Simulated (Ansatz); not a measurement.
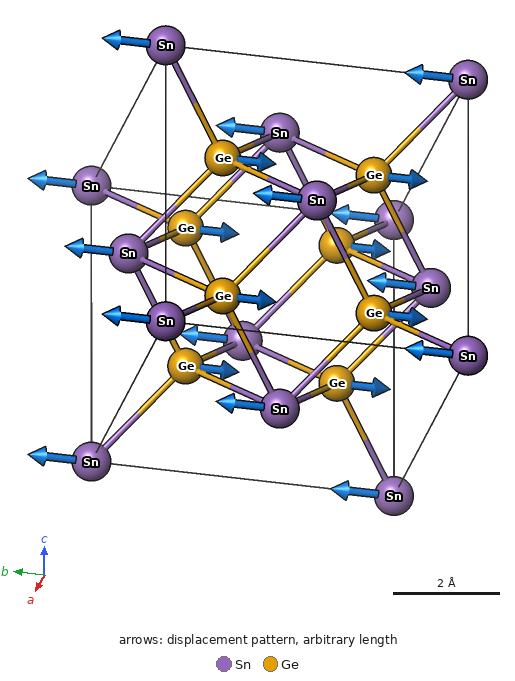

One vibrational mode of a crystal of SnGe₂ (a generated structure) relaxed at 40 GPa at the zone centre. The blue arrows are the displacements of the atoms (eigenvector over the root of the mass), of arbitrary overall length and sign. Style: ball-and-stick. Shown: the conventional cell (4 times the calculation's cell), from a free direction. Lengths and directions refer to the drawn axes.

Method: Ansatz 0.2.0, DFT LDA, scalar-relativistic, plane waves, PAW.

The input:
```yaml
crystal:
  lattice:
    - [0.0, 2.964847842, 2.964847842]
    - [2.964847842, 0.0, 2.964847842]
    - [2.964847842, 2.964847842, 0.0]
  atoms:
    - { symbol: Sn, position: [0.0, 0.0, 0.0] }
    - { symbol: Ge, position: [0.75, 0.75, 0.75] }
    - { symbol: Ge, position: [0.25, 0.25, 0.25] }
basis:
  ecutwfc: 420
kpoints:
  mp_grid: { grid: [12, 12, 12] }
hamiltonian:
  xc: lda
scf:
  occupations: { method: fermi_dirac, width: 0.15 }
output:
  eigenvalues: true
phonons:
  method: dfpt
  eigenvectors: true
```

The frequencies depend somewhat on the k-mesh and the smearing.

Q: What mode is this, and where does it lie in the spectrum?

A: This is the T₁u mode (triply degenerate; one member of the set is drawn) at 244 cm⁻¹, the highest optical level, infrared-active by symmetry. The Sn sublattice moves against the Ge sublattice, along b; the kinetic energy is shared as Sn 55 %, Ge 45 %. The crystal is a metal, so free carriers screen the infrared response.
